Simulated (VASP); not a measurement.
```
W
1.0
     3.09459    0.00000    0.00000
     0.00000    0.00000   -4.40514
     0.00000   10.00242    0.00000
W
8
Direct
  0.00000 0.00012 0.86684
  0.50000 0.00012 0.36684
  0.00000 0.49988 0.36684
  0.50000 0.49988 0.86684
  0.00000 0.99988 0.13316
  0.50000 0.99988 0.63316
  0.00000 0.50012 0.63316
  0.50000 0.50012 0.13316
```

Space group Fmmm; a generated structure, not necessarily the stable one.

The calculation used Kohn-Sham DFT of a periodic cell, PBE, VASP PAW PBE potentials, recommended in VASP 6.6.1.

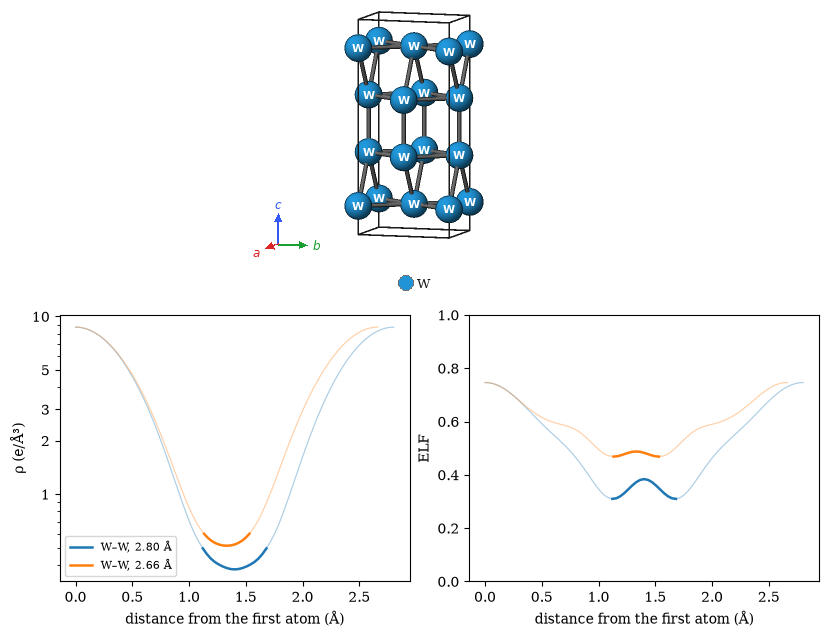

W. Valence pseudo-density and ELF along straight lines between neighbouring atoms. Thin, pale parts lie inside the atomic spheres. The structure is drawn too.

In a PAW calculation such maps are meaningful between the atoms, not at the nuclei.

**What can be read from the curves?**

W–W (2.80 Å): ρ at the midpoint is about 0.38 e/Å³; the ELF is about 0.40 at the midpoint.
W–W (2.66 Å): ρ is about 0.51 e/Å³ halfway; the ELF is about 0.50 at the midpoint.
